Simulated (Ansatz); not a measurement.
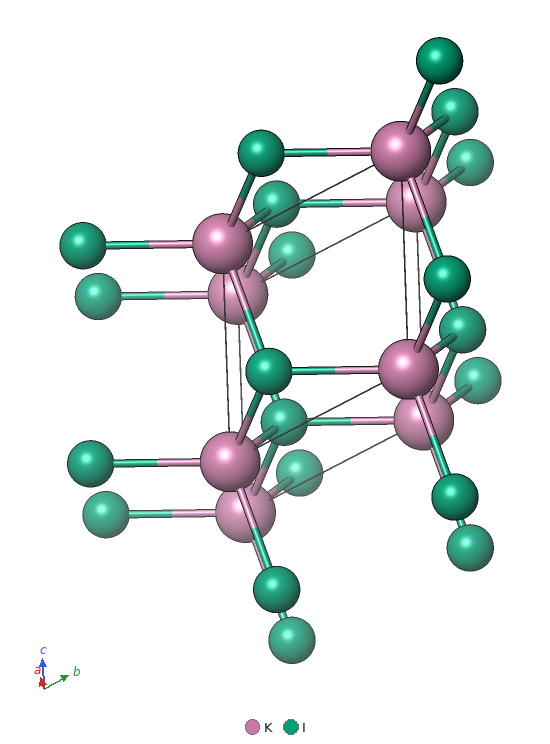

We look at a ball-and-stick model of the crystal from a general direction. Atoms at the boundary of the simulation cell (the box) are drawn once for each face, edge or corner they touch. Every bond is drawn to its end, so some atoms lie outside the box.

Input for the calculation:
```yaml
crystal:
  lattice:
    - [0.0, 3.9658945178, 3.9658945178]
    - [3.9658945178, 0.0, 3.9658945178]
    - [3.9658945178, 3.9658945178, 0.0]
  atoms:
    - { symbol: K, position: [0.0, 0.0, 0.0] }
    - { symbol: I, position: [0.25, 0.25, 0.25] }
kpoints:
  mp_grid: { grid: [4, 4, 4] }
hamiltonian:
  xc: pbe
scf:
  occupations: { method: fixed }
gw:
  n_empty_bands: 684
  ecut_chi: 180
  qp_bands: [v2, c2]
  qp_kpoints: band_edges
  screening: { model: contour_deformation }
```

Theory: G0W0 on PBE, plane waves, PAW in Ansatz 0.2.0. Numerical settings: wavefunction cutoff 420 eV, a 4×4×4 mesh of k-points, no spin polarisation.

**How large a gap does the method give, if there is one?**

An insulator at this level, with a gap of 3.93 eV, direct.

Its origin is a structure type filled with these elements by a generator (whether the compound takes this form wasn't checked). Earlier steps of the study may have refined or changed the cell and positions. It was run through Ansatz as a DFT input.
